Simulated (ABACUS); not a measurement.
# CuI: 7 runs along one coordinate

System: CuI (4 atoms in the cell).
Method: Kohn-Sham DFT of a periodic cell, PBEsol, PseudoDojo NC SR 0.4.1 PBEsol standard, no spin polarisation (ABACUS 3.10.1).

The 7 runs differ only in the geometry, by an even scaling of the cell at fixed fractional positions. The structure derives from a Materials Project entry.

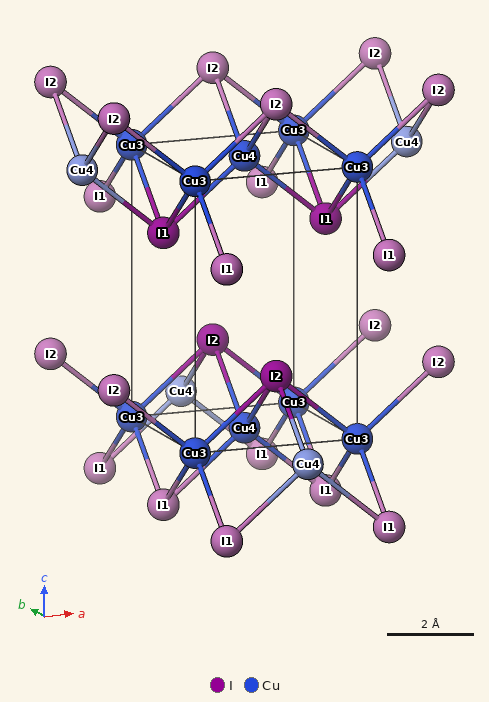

Figure 1. The structure of run 4 (ball-and-stick view of the cell of the calculation, seen slightly off an axis; neighbours outside the cell are drawn fainter; atoms are numbered from 1 in the order of the input). An atom can appear more than once, as a periodic image.

## The input of run 4
```
INPUT_PARAMETERS
suffix              CuI
calculation         scf
basis_type          pw
pseudo_dir          ./
symmetry            1
dft_functional      pbesol
ecutwfc             92
pseudo_rcut         7
nspin               1
nbands              32
ks_solver           dav
smearing_method     fd
smearing_sigma      0.00367493
scf_thr             1e-08
scf_nmax            100
mixing_type         broyden
mixing_beta         0.7
cal_force           1
cal_stress          1
kpar                4
```

## File STRU of run 4
```
ATOMIC_SPECIES
I 126.9045 I.upf
Cu 63.5460 Cu.upf

LATTICE_CONSTANT
1.8897261246

LATTICE_VECTORS
4.0901961900 0.0000000000 0.0000000000
0.0000000000 4.0901961900 0.0000000000
0.0000000000 0.0000000000 6.5514580400

ATOMIC_POSITIONS
Direct

I
0.0
2
0.0000000000 0.5000000000 0.7430343600 1 1 1
0.5000000000 0.0000000000 0.2569656400 1 1 1

Cu
0.0
2
0.0000000000 0.0000000000 0.0000000000 1 1 1
0.5000000000 0.5000000000 0.0000000000 1 1 1
```

## File KPT of run 4
```
K_POINTS
0
Gamma
7 7 4 0 0 0
```

Command:
```bash
OMP_NUM_THREADS=1 mpirun -np 4 abacus > log
```

Run 2 differs from it as follows:
```diff
-4.0901961900 0.0000000000 0.0000000000
-0.0000000000 4.0901961900 0.0000000000
-0.0000000000 0.0000000000 6.5514580400
+4.0349164921 0.0000000000 0.0000000000
+0.0000000000 4.0349164921 0.0000000000
+0.0000000000 0.0000000000 6.4629139691
```

## Results, with one run withheld

```tsv
run	volume per atom (Å³)	free energy per atom, from the lowest run given (meV)	pressure (GPa)	gap on the mesh (eV)
1	25.757	3.15	1.57	1.56
2	26.305	?	?	?
3	26.853	0.00	−0.62	1.49
4	27.401	3.57	−1.52	1.46
5	27.949	10.04	−2.31	1.43
6	28.497	19.05	−3.01	1.40
7	29.045	30.30	−3.62	1.37
```

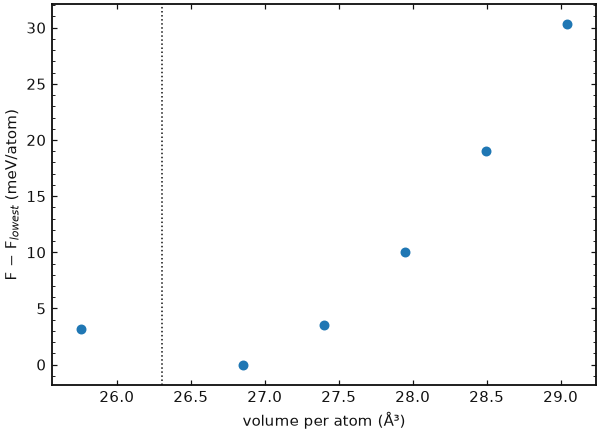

Figure 2. Free energy per atom of the runs given; the dotted line marks run 2.

What should run 2 give?

A cubic polynomial in V^(−2/3) (the Birch–Murnaghan form), fitted to the 6 runs given, misses them by under 0.01 meV per atom. With x = V^(−2/3) − 0.10963 Å⁻², it reads F = 5.049 − 4022.6 x + 7.0603e+05 x² + 3.7658e+06 x³ (meV per atom). At run 2 it gives −0.29 meV per atom, and the run itself gives −0.29. The slope of the fit gives a pressure −dF/dV of 0.44 GPa there, and the run prints 0.41 GPa. The fit has its minimum at 26.531 Å³ per atom, where V d²F/dV² gives 50 GPa. Cell shape and fractional positions are held, so this is the stiffness under even scaling; the relaxed bulk modulus wasn't computed and can be far lower in a crystal of layers, chains or molecules like this one. The gap on the mesh goes, without turning, from 1.56 eV in run 1 to 1.37 eV in run 7; run 2 has 1.52 eV. These are gaps of this functional on this mesh, which can miss the band edges; they aren't the measured gap.

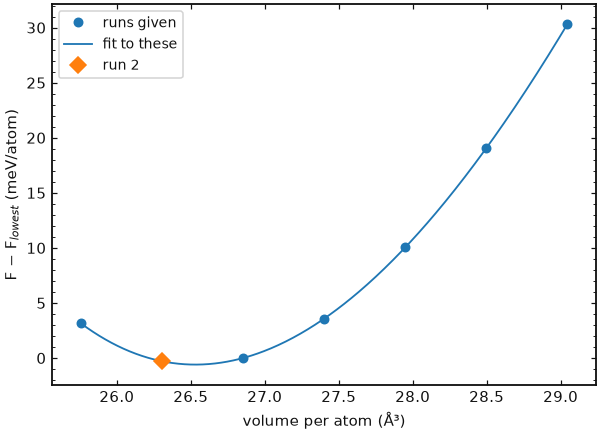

Figure 3. The fit and the withheld run.

## Some lines of the output (run 2)
```
[...]
 E_Fermi        0.6244293207         8.4957967594
 E_Fermi        0.5684224014         7.7337835297
 E_Fermi        0.5915155631         8.0479821145
 E_Fermi        0.5959408352         8.1081910299
 E_Fermi        0.5952546366         8.0988548185
 E_Fermi        0.5954475235         8.1014791793
 E_Fermi        0.5956337648         8.1040131221
 E_Fermi        0.5956803974         8.1046475910
 E_KS(sigma->0) -809.6665286809      -11016.0782699411
 E_Fermi        0.5956985216         8.1048941836
 final etot is -11016.07827 eV
 EFERMI = 8.1048941836 eV
 TOTAL-PRESSURE: 4.058077 KBAR
 !FINAL_ETOT_IS -11016.0782699457577110 eV
```
